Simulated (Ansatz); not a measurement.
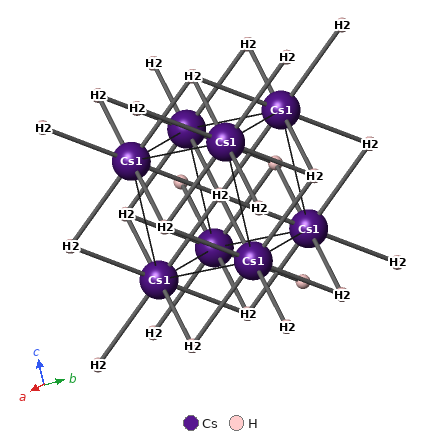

The system is CsH (Fm-3m, No. 225; 2 atoms in the cell); the picture shows the reference structure. The cell is strained homogeneously, by one strain along x and y and another along z, with fractional coordinates fixed (x, y and z along the cube axes). The first coordinate is: strain along x and y; the second: strain along z. Grid: 5 × 5 points. Points are written as (first, second). Energies are in meV/atom, from the lowest grid point. The reference cell is the one listed in the database, not relaxed at this level. These are results of DFT LDA, scalar-relativistic, plane waves, PAW (Ansatz 0.2.0), not measurements. Settings: cutoff 420 eV, k-mesh 8×8×8, gaussian smearing 0.05 eV, no spin polarisation.

Its coordinates:

```yaml
crystal:
  lattice:
    - [0.00000, 3.18800, 3.18800]
    - [3.18800, 0.00000, 3.18800]
    - [3.18800, 3.18800, 0.00000]
  atoms:
    - { symbol: Cs, position: [0.00000, 0.00000, 0.00000] }
    - { symbol: H, position: [0.50000, 0.50000, 0.50000] }
```

Range: strain along x and y from −8 to 8 %; strain along z from −8 to 8 %.

### What will the energy surface look like?

The lowest grid point is at (−4 %, −4 %). No other kind of well shows on this grid. The highest grid point, (8 %, 8 %), lies 114 meV/atom above the lowest. The gap on the k-mesh is 1.8 eV at the lowest point and runs from 1.5 to 2.2 eV over the map.

```tsv
strain along z ↓, strain along x and y →	−8	−4	0	4	8
8	38	31	46	76	114
4	25	17	30	58	95
0	15	5	18	44	78
−4	10	0	11	36	68
−8	15	5	15	38	69
```

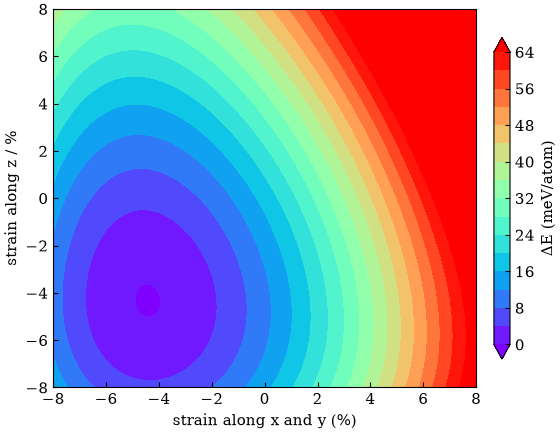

In the figure: filled contours, one colour for all values above the top of the scale. Between grid points the surface is interpolated.
